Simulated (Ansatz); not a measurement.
# Run report: W₈C₉, molecular dynamics (part 2 of 5)

Continued. System: W₈C₉ (slab, 17 atoms in the cell). Method: DFT PBE, scalar-relativistic, plane waves, PAW, PAW set soft_1, no spin polarisation (Ansatz 0.2.0); cutoff 420 eV, 3×3×1 k-mesh, Fermi–Dirac smearing of 0.15 eV. The structure derives from an entry of the Crystallography Open Database. The input holds or restrains some coordinates. It belongs to a series of runs on one base structure; here: dynamics from the start.

Geometry of the input (Å; fractional positions):
```
5.7491  0.0000  0.0000
0.0000  5.6332  0.0000
0.0000  0.0000  15.1490
W  0.0000  0.0000  0.0660
C  0.0030  0.2499  0.1721
W  0.2509  0.0048  0.2294
C  0.2759  0.2624  0.3312
W  0.0000  0.5000  0.0660
C  0.0022  0.7505  0.1746
W  0.2548  0.5061  0.2330
C  0.4597  0.8759  0.3449
W  0.5000  0.0000  0.0660
C  0.4993  0.2526  0.1705
W  0.7431  -0.0088  0.2317
C  0.6988  0.2282  0.3321
W  0.5000  0.5000  0.0660
C  0.4984  0.7472  0.1687
W  0.7501  0.4933  0.2357
C  0.6168  0.7069  0.3283
C  0.4765  0.1371  0.3589
```

Output, continued:
```
md step    90: t =    90.00 fs  T =   819.2 K  F+E_penalty+E_count = -85326.69997709 eV  E_kin = 1.376523 eV  (8 SCF iters)
md step    91: t =    91.00 fs  T =   798.8 K  F+E_penalty+E_count = -85326.66093672 eV  E_kin = 1.342285 eV  (5 SCF iters)
md step    92: t =    92.00 fs  T =   802.7 K  F+E_penalty+E_count = -85326.61981505 eV  E_kin = 1.348924 eV  (5 SCF iters)
md step    93: t =    93.00 fs  T =   831.9 K  F+E_penalty+E_count = -85326.57087755 eV  E_kin = 1.397944 eV  (5 SCF iters)
md step    94: t =    94.00 fs  T =   787.3 K  F+E_penalty+E_count = -85326.51306338 eV  E_kin = 1.322905 eV  (5 SCF iters)
md step    95: t =    95.00 fs  T =   744.2 K  F+E_penalty+E_count = -85326.45244662 eV  E_kin = 1.250470 eV  (5 SCF iters)
md step    96: t =    96.00 fs  T =   649.5 K  F+E_penalty+E_count = -85326.39059487 eV  E_kin = 1.091426 eV  (5 SCF iters)
md step    97: t =    97.00 fs  T =   639.2 K  F+E_penalty+E_count = -85326.32353051 eV  E_kin = 1.074053 eV  (5 SCF iters)
md step    98: t =    98.00 fs  T =   605.0 K  F+E_penalty+E_count = -85326.25221200 eV  E_kin = 1.016570 eV  (5 SCF iters)
md step    99: t =    99.00 fs  T =   547.0 K  F+E_penalty+E_count = -85326.18912906 eV  E_kin = 0.919126 eV  (5 SCF iters)
md step   100: t =   100.00 fs  T =   552.9 K  F+E_penalty+E_count = -85326.13700488 eV  E_kin = 0.929031 eV  (7 SCF iters)
md step   101: t =   101.00 fs  T =   529.4 K  F+E_penalty+E_count = -85326.09308245 eV  E_kin = 0.889574 eV  (5 SCF iters)
md step   102: t =   102.00 fs  T =   474.9 K  F+E_penalty+E_count = -85326.06594465 eV  E_kin = 0.797979 eV  (5 SCF iters)
md step   103: t =   103.00 fs  T =   521.4 K  F+E_penalty+E_count = -85326.06063365 eV  E_kin = 0.876213 eV  (5 SCF iters)
md step   104: t =   104.00 fs  T =   529.0 K  F+E_penalty+E_count = -85326.07350403 eV  E_kin = 0.888851 eV  (5 SCF iters)
md step   105: t =   105.00 fs  T =   550.3 K  F+E_penalty+E_count = -85326.09582820 eV  E_kin = 0.924734 eV  (5 SCF iters)
md step   106: t =   106.00 fs  T =   524.1 K  F+E_penalty+E_count = -85326.11742491 eV  E_kin = 0.880704 eV  (5 SCF iters)
md step   107: t =   107.00 fs  T =   564.5 K  F+E_penalty+E_count = -85326.13963473 eV  E_kin = 0.948514 eV  (5 SCF iters)
md step   108: t =   108.00 fs  T =   592.8 K  F+E_penalty+E_count = -85326.16499829 eV  E_kin = 0.996151 eV  (5 SCF iters)
md step   109: t =   109.00 fs  T =   584.2 K  F+E_penalty+E_count = -85326.18876195 eV  E_kin = 0.981622 eV  (5 SCF iters)
md step   110: t =   110.00 fs  T =   608.7 K  F+E_penalty+E_count = -85326.20738532 eV  E_kin = 1.022845 eV  (7 SCF iters)
md step   111: t =   111.00 fs  T =   601.4 K  F+E_penalty+E_count = -85326.22268368 eV  E_kin = 1.010591 eV  (5 SCF iters)
md step   112: t =   112.00 fs  T =   597.8 K  F+E_penalty+E_count = -85326.23575935 eV  E_kin = 1.004476 eV  (5 SCF iters)
md step   113: t =   113.00 fs  T =   605.3 K  F+E_penalty+E_count = -85326.24964217 eV  E_kin = 1.017050 eV  (5 SCF iters)
md step   114: t =   114.00 fs  T =   639.2 K  F+E_penalty+E_count = -85326.26504607 eV  E_kin = 1.074180 eV  (5 SCF iters)
md step   115: t =   115.00 fs  T =   665.9 K  F+E_penalty+E_count = -85326.28364633 eV  E_kin = 1.119028 eV  (5 SCF iters)
md step   116: t =   116.00 fs  T =   691.3 K  F+E_penalty+E_count = -85326.30521255 eV  E_kin = 1.161650 eV  (5 SCF iters)
md step   117: t =   117.00 fs  T =   684.6 K  F+E_penalty+E_count = -85326.32563305 eV  E_kin = 1.150465 eV  (5 SCF iters)
md step   118: t =   118.00 fs  T =   649.8 K  F+E_penalty+E_count = -85326.34252743 eV  E_kin = 1.091897 eV  (5 SCF iters)
md step   119: t =   119.00 fs  T =   661.4 K  F+E_penalty+E_count = -85326.35953992 eV  E_kin = 1.111440 eV  (5 SCF iters)
md step   120: t =   120.00 fs  T =   696.1 K  F+E_penalty+E_count = -85326.37816104 eV  E_kin = 1.169793 eV  (7 SCF iters)
md step   121: t =   121.00 fs  T =   679.7 K  F+E_penalty+E_count = -85326.39265972 eV  E_kin = 1.142143 eV  (5 SCF iters)
md step   122: t =   122.00 fs  T =   661.4 K  F+E_penalty+E_count = -85326.40067413 eV  E_kin = 1.111461 eV  (5 SCF iters)
md step   123: t =   123.00 fs  T =   689.9 K  F+E_penalty+E_count = -85326.40391953 eV  E_kin = 1.159349 eV  (5 SCF iters)
md step   124: t =   124.00 fs  T =   597.9 K  F+E_penalty+E_count = -85326.40174883 eV  E_kin = 1.004670 eV  (5 SCF iters)
md step   125: t =   125.00 fs  T =   592.0 K  F+E_penalty+E_count = -85326.39735831 eV  E_kin = 0.994815 eV  (5 SCF iters)
md step   126: t =   126.00 fs  T =   619.7 K  F+E_penalty+E_count = -85326.38967852 eV  E_kin = 1.041289 eV  (5 SCF iters)
md step   127: t =   127.00 fs  T =   581.8 K  F+E_penalty+E_count = -85326.37918728 eV  E_kin = 0.977582 eV  (5 SCF iters)
md step   128: t =   128.00 fs  T =   567.8 K  F+E_penalty+E_count = -85326.36712749 eV  E_kin = 0.954059 eV  (5 SCF iters)
md step   129: t =   129.00 fs  T =   563.2 K  F+E_penalty+E_count = -85326.34981562 eV  E_kin = 0.946365 eV  (5 SCF iters)
md step   130: t =   130.00 fs  T =   538.9 K  F+E_penalty+E_count = -85326.32806832 eV  E_kin = 0.905576 eV  (7 SCF iters)
md step   131: t =   131.00 fs  T =   531.0 K  F+E_penalty+E_count = -85326.30903019 eV  E_kin = 0.892329 eV  (5 SCF iters)
md step   132: t =   132.00 fs  T =   510.0 K  F+E_penalty+E_count = -85326.29811168 eV  E_kin = 0.857028 eV  (5 SCF iters)
md step   133: t =   133.00 fs  T =   500.4 K  F+E_penalty+E_count = -85326.30109130 eV  E_kin = 0.840807 eV  (5 SCF iters)
md step   134: t =   134.00 fs  T =   556.5 K  F+E_penalty+E_count = -85326.32544983 eV  E_kin = 0.935196 eV  (5 SCF iters)
md step   135: t =   135.00 fs  T =   577.6 K  F+E_penalty+E_count = -85326.36405908 eV  E_kin = 0.970584 eV  (5 SCF iters)
md step   136: t =   136.00 fs  T =   595.0 K  F+E_penalty+E_count = -85326.40904701 eV  E_kin = 0.999907 eV  (5 SCF iters)
SCF 140 converged in 5 iterations: F = -85326.543640 eV  dr2 = 5.87e-9
md step   139: t =   139.00 fs  T =   696.8 K  F+E_penalty+E_count = -85326.54363998 eV  E_kin = 1.170873 eV  (5 SCF iters)
iter 1 solved again at ethr=1.32e-5 eV; its pass at ethr=3.10e-3 eV (dr2=1.96e-2 eV) is discarded
SCF iter   1: F=—  HF=-85326.577230 eV  |F-HF|=—  |Δ(HF+E_count)|=         —  Δρ=1.73e-3  dr2=1.88e-2  ethr=1.32e-5  ⟨swp⟩=2.0  Hψ=2288  notcnv=0
preconditioner: auto → LDOS  [metal: Δε(μ)=0.095 eV  Ē_g=7.234 eV  σ=0.150 eV  W_gap=0.16  n_scr=82 (ndim 8)  ℏωp=15.4 eV  f_vac=0.515  D(μ)=9.75/eV (n_scr^D=56)  β→1.0]
SCF iter   2: F=—  HF=-85326.574086 eV  |F-HF|=—  |Δ(HF+E_count)|=   3.14e-3  Δρ=9.03e-4  dr2=5.68e-3  ethr=1.27e-5  ⟨swp⟩=2.0  Hψ=694  notcnv=0
SCF iter   3: F=—  HF=-85326.572547 eV  |F-HF|=—  |Δ(HF+E_count)|=   1.54e-3  Δρ=1.45e-4  dr2=2.10e-4  ethr=3.84e-6  ⟨swp⟩=2.0  Hψ=693  notcnv=0
SCF iter   4: F=—  HF=-85326.572514 eV  |F-HF|=—  |Δ(HF+E_count)|=   3.35e-5  Δρ=4.04e-5  dr2=1.44e-5  ethr=1.42e-7  ⟨swp⟩=3.0  Hψ=979  notcnv=0
SCF iter   5: F=—  HF=-85326.572522 eV  |F-HF|=—  |Δ(HF+E_count)|=   8.44e-6  Δρ=1.23e-5  dr2=9.21e-7  ethr=9.71e-9  ⟨swp⟩=2.0  Hψ=701  notcnv=0
SCF iter   6: F=—  HF=-85326.572523 eV  |F-HF|=—  |Δ(HF+E_count)|=   4.53e-7  Δρ=4.17e-6  dr2=1.23e-7  ethr=6.22e-10  ⟨swp⟩=3.2  Hψ=1042  notcnv=0
SCF iter   7: F=-85326.572523 eV  HF=-85326.572523 eV  |F-HF|=2.91e-9  |Δ(HF+E_count)|=   2.04e-8  Δρ=1.19e-6  dr2=1.41e-8  ethr=1.15e-11  ⟨swp⟩=6.0  Hψ=1909  notcnv=0
SCF 141 converged in 7 iterations: F = -85326.572523 eV  dr2 = 1.41e-8
md step   140: t =   140.00 fs  T =   702.8 K  F+E_penalty+E_count = -85326.57252263 eV  E_kin = 1.181041 eV  (7 SCF iters)
```

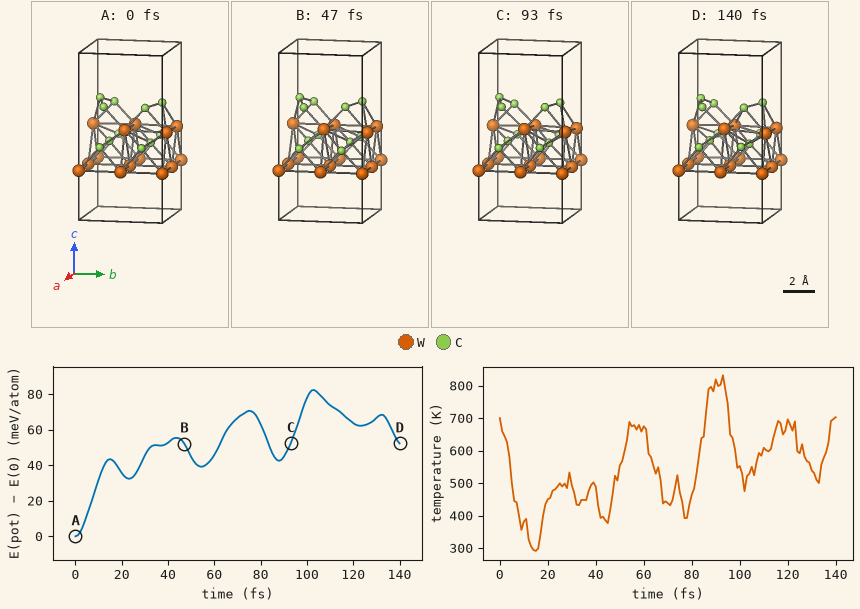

Figure 1. Frames of the molecular dynamics (ball-and-stick, simulation cell, with the vacuum cut short, seen slightly off an axis) above the curves, on which the letters mark them. The trajectory kept here has 141 frames over 140 fs. The temperature starts at 700 K, ranges from 291 to 832 K and averages 602 K over the second half. The potential energy ends 52.2 meV/atom above its first value. With the common drift removed, the root-mean-square displacement is 0.12 Å, and C16 has moved furthest (0.24 Å).

```
SCF converged after 7 iterations
Free energy (F): -85326.572523 eV
Harris-Foulkes:  -85326.572523 eV  (|F-HF|=2.91e-9)
Internal energy: -85325.856157 eV  (E = F + TS)
E sigma→0 (E₀):  -85326.214340 eV
Entropy (-TS):   -0.716366 eV (-42.139 meV/atom)
Fermi energy:    4.174172 eV
--- Per-component energies (eV) ---
  E_band       = -2876.109956
  E_kinetic    = 4144.246090
  E_local      = -72338.441633  (includes V_loc(G=0)·N_el)
  E_nonlocal   = 13.616825
  E_hartree    = 34512.924779
  E_xc         = -2552.825760
  E_vxc        = -2356.424090  (∫ρ·V_xc dr)
  E_paw        = -69520.123073  (= ΣΔE_a)
  E_vpaw       = -1364.972501  (= ΣTr[D̂ρ^β])
  E_aug_tail   = 0.001362  (compensation charges beyond the density's cutoff)
  E_ewald      = 20414.745252
  E_smearing   = -0.716366  (= −TS)
  E_closure    = 0.000000  (closes the sum)
  Σ components = -85326.572523   (vs F -85326.572523, Δ=0.00e0)
--- Forces (eV/Å), atoms counted from 1 ---
  atom   1  W      0.30112123    -0.11939184    -0.03245913
  atom   2  C      0.31264365     0.26387578    -0.45221715
  atom   3  W     -0.34131485    -0.29236009     0.97095748
  atom   4  C      0.82308469    -0.23083720     1.49566847
  atom   5  W      0.30624151    -0.16993093     1.06132236
  atom   6  C     -0.91952523    -0.07403071    -0.87525027
  atom   7  W     -0.23320608     0.60343870     0.28960713
  atom   8  C     -0.84459596     0.03263765    -0.28037443
  atom   9  W      0.30226854     0.57580840    -0.96900583
  atom  10  C     -1.31514504    -0.98332925    -1.71599258
  atom  11  W      0.75112198     0.46249822     1.53670682
  atom  12  C      0.10760614     0.85206065     0.20257856
  atom  13  W      0.33504168    -0.80768147    -1.02944767
  atom  14  C     -0.12843812     1.01469393     0.72543636
  atom  15  W      0.67539772    -0.73581640    -1.35921608
  atom  16  C      0.39152995     0.71456899     0.43304708
  atom  17  C     -0.52386037    -1.10622007    -0.00127301
  max |Σ_I F_I| component: 8.81e-5 eV/Å
--- MD trajectory: 140 steps, t = 0.0 → 140.0 fs ---
  final state: T = 702.8 K   F+E_penalty+E_count = -85326.57252263 eV   E_kin = 1.181041 eV
```

Trajectory as extended XYZ (Å, eV, eV/Å), 45 of the 141 frames kept, from step=0 to step=140:
```
17
Lattice="5.7491 0.0000 0.0000 0.0000 5.6332 0.0000 0.0000 0.0000 15.1490" Properties=species:S:1:pos:R:3:forces:R:3 step=0 time_fs=0.0 energy=-85327.46059 temperature=700.0
W     0.0000    0.0000    1.0000    0.0733   0.0559   0.2590
C     0.0171    1.4080    2.6068   -0.0244  -0.0099  -0.0031
W     1.4422    0.0270    3.4748   -0.0175   0.0372  -0.0156
C     1.5860    1.4784    5.0166   -0.0144  -0.0069   0.0298
W     0.0000    2.8166    1.0000   -0.0106  -0.0138   0.6226
C     0.0126    4.2277    2.6447    0.0090  -0.0014   0.0051
W     1.4647    2.8512    3.5297    0.0024  -0.0197  -0.0148
C     2.6429    4.9343    5.2246    0.0525   0.0240   0.0311
W     2.8745    0.0000    1.0000   -0.0620   0.1587  -0.6601
C     2.8703    1.4231    2.5826    0.0304  -0.0113  -0.0067
W     4.2719   -0.0497    3.5097    0.0182  -0.0058   0.0041
C     4.0175    1.2854    5.0306   -0.0245   0.0334   0.0175
W     2.8745    2.8166    1.0000    0.0165  -0.1927  -0.2212
C     2.8654    4.2089    2.5564   -0.0031   0.0002   0.0165
W     4.3126    2.7791    3.5702   -0.0015   0.0023  -0.0173
C     3.5460    3.9823    4.9740   -0.0429  -0.0165  -0.0413
C     2.7392    0.7721    5.4375   -0.0013  -0.0338  -0.0059
17
Lattice="5.7491 0.0000 0.0000 0.0000 5.6332 0.0000 0.0000 0.0000 15.1490" Properties=species:S:1:pos:R:3:forces:R:3 step=3 time_fs=3.0 energy=-85327.37683 temperature=626.0
W     0.0000    0.0000    1.0000    0.1207   0.1601   0.4878
C     0.0016    1.4323    2.6320    0.3671  -0.4424  -0.3117
W     1.4505    0.0241    3.4836   -0.1948   0.5226  -0.1284
C     1.5812    1.4810    5.0453    0.1946   0.0032  -0.3901
W     0.0000    2.8166    1.0000    0.0135   0.0485   0.7541
C     0.0459    4.2447    2.6667   -0.4562  -0.1710  -0.2310
W     1.4643    2.8464    3.5284    0.1187  -0.0464   0.2283
C     2.6211    4.9397    5.2062    0.2288   0.1055   0.2642
W     2.8745    0.0000    1.0000   -0.0551   0.2527  -0.5985
C     2.8951    1.4464    2.5842   -0.3254  -0.3289   0.0097
W     4.2747   -0.0406    3.5084    0.0821  -0.1407  -0.0207
C     4.0049    1.2969    5.0374    0.7167   0.1806  -0.2882
W     2.8745    2.8166    1.0000    0.0299  -0.0723  -0.2074
C     2.8522    4.2244    2.5557    0.2459  -0.1945   0.0074
W     4.3166    2.7715    3.5777   -0.1552   0.7188   0.1146
C     3.5568    4.0233    4.9638    0.2218  -0.6891  -0.1673
C     2.7616    0.7694    5.4211   -1.1531   0.0933   0.4770
17
Lattice="5.7491 0.0000 0.0000 0.0000 5.6332 0.0000 0.0000 0.0000 15.1490" Properties=species:S:1:pos:R:3:forces:R:3 step=6 time_fs=6.0 energy=-85327.19192 temperature=444.7
W     0.0000    0.0000    1.0000    0.1522   0.1972   0.6955
C    -0.0075    1.4518    2.6581    0.6764  -0.8039  -0.6471
W     1.4572    0.0221    3.4916   -0.3828   0.9259  -0.2804
C     1.5850    1.4868    5.0707    0.1656   0.0907  -0.7566
W     0.0000    2.8166    1.0000    0.0452   0.0663   0.8541
C     0.0706    4.2500    2.6894   -0.8357  -0.1486  -0.4742
W     1.4636    2.8428    3.5269    0.2686  -0.0983   0.4505
C     2.5922    4.9467    5.1950    0.7841  -0.3106   0.3389
W     2.8745    0.0000    1.0000   -0.0501   0.3223  -0.5539
C     2.9184    1.4680    2.5807   -0.6377  -0.6525   0.1051
W     4.2768   -0.0317    3.5082    0.1522  -0.2600  -0.0699
C     3.9959    1.3170    5.0398    0.9586   0.0035  -0.3519
W     2.8745    2.8166    1.0000    0.0353   0.0636  -0.2240
C     2.8380    4.2363    2.5554    0.4771  -0.3143  -0.0095
W     4.3215    2.7654    3.5853   -0.3434   1.3572   0.2367
C     3.5683    4.0604    4.9525    0.1234  -0.9068  -0.1461
C     2.7704    0.7602    5.4087   -1.5890   0.4682   0.8329
17
Lattice="5.7491 0.0000 0.0000 0.0000 5.6332 0.0000 0.0000 0.0000 15.1490" Properties=species:S:1:pos:R:3:forces:R:3 step=10 time_fs=10.0 energy=-85326.91851 temperature=381.5
W     0.0000    0.0000    1.0000    0.1857   0.1893   0.8576
C    -0.0001    1.4607    2.6811    0.7627  -0.9755  -0.9417
W     1.4652    0.0193    3.5011   -0.6417   1.3148  -0.6459
C     1.5911    1.5037    5.0978    0.1211   0.0962  -1.0367
W     0.0000    2.8166    1.0000    0.0955   0.0588   0.9308
C     0.0859    4.2516    2.7130   -1.0585  -0.0933  -0.6932
W     1.4631    2.8386    3.5269    0.4424  -0.1298   0.5513
C     2.5586    4.9585    5.1779    1.5932  -1.1488   0.4592
W     2.8745    0.0000    1.0000   -0.0344   0.4109  -0.5598
C     2.9488    1.4924    2.5675   -0.9658  -1.0752   0.3526
W     4.2797   -0.0224    3.5080    0.2418  -0.3855  -0.2040
C     3.9977    1.3486    5.0340    0.2489  -0.7604   0.0146
W     2.8745    2.8166    1.0000    0.0415   0.1984  -0.3937
C     2.8229    4.2400    2.5409    0.6508  -0.2908   0.2179
W     4.3287    2.7574    3.5931   -0.4586   2.0191   0.2653
C     3.5853    4.1016    4.9378   -0.1668  -0.9284  -0.0897
C     2.7611    0.7438    5.3983   -1.0578   1.5002   0.9153
17
Lattice="5.7491 0.0000 0.0000 0.0000 5.6332 0.0000 0.0000 0.0000 15.1490" Properties=species:S:1:pos:R:3:forces:R:3 step=13 time_fs=13.0 energy=-85326.75708 temperature=305.7
W     0.0000    0.0000    1.0000    0.2036   0.1574   0.9279
C     0.0162    1.4571    2.6942    0.6141  -0.9558  -1.0993
W     1.4720    0.0173    3.5077   -0.9083   1.3922  -0.9569
C     1.6039    1.5180    5.1097   -0.1250   0.1948  -1.1419
W     0.0000    2.8166    1.0000    0.1129   0.0335   0.9573
C     0.0833    4.2429    2.7152   -0.9782   0.0936  -0.6943
W     1.4628    2.8361    3.5268    0.5330  -0.1149   0.5474
C     2.5470    4.9621    5.1669    1.9692  -1.5428   0.5786
W     2.8745    0.0000    1.0000   -0.0251   0.4336  -0.5907
C     2.9601    1.5034    2.5500   -0.9963  -1.3028   0.7083
W     4.2823   -0.0146    3.5092    0.3131  -0.5634  -0.3719
C     3.9995    1.3647    5.0291   -0.1976  -1.1851   0.3119
W     2.8745    2.8166    1.0000    0.0449   0.3527  -0.5282
C     2.8109    4.2440    2.5347    0.7536  -0.3279   0.2834
W     4.3356    2.7502    3.6002   -0.5176   2.3499   0.0969
C     3.6018    4.1223    4.9256   -0.3530  -0.8502   0.0180
C     2.7483    0.7378    5.3949   -0.4433   1.8351   0.9535
17
Lattice="5.7491 0.0000 0.0000 0.0000 5.6332 0.0000 0.0000 0.0000 15.1490" Properties=species:S:1:pos:R:3:forces:R:3 step=16 time_fs=16.0 energy=-85326.73271 temperature=298.9
W     0.0000    0.0000    1.0000    0.2188   0.1156   0.9298
C     0.0413    1.4397    2.6963    0.2287  -0.7037  -1.1239
W     1.4778    0.0151    3.5131   -1.0519   1.2964  -1.1999
C     1.6144    1.5382    5.1073   -0.2997   0.1834  -1.0637
W     0.0000    2.8166    1.0000    0.1124  -0.0068   0.9377
C     0.0747    4.2326    2.7056   -0.8114   0.2511  -0.6014
W     1.4632    2.8337    3.5240    0.5511  -0.0368   0.4239
C     2.5495    4.9556    5.1590    1.9691  -1.2079   0.7286
W     2.8745    0.0000    1.0000   -0.0139   0.4287  -0.6585
C     2.9604    1.5025    2.5333   -0.8570  -1.3458   1.0764
W     4.2851   -0.0081    3.5101    0.3751  -0.6816  -0.4316
C     4.0041    1.3724    5.0370   -0.4668  -1.3440   0.2832
W     2.8745    2.8166    1.0000    0.0677   0.4733  -0.6323
C     2.8057    4.2492    2.5294    0.7790  -0.4229   0.3390
W     4.3421    2.7445    3.6052   -0.5031   2.3918  -0.0870
C     3.6209    4.1357    4.9150   -0.3770  -0.8400   0.1196
C     2.7341    0.7451    5.3931    0.0788   1.4495   0.9600
```
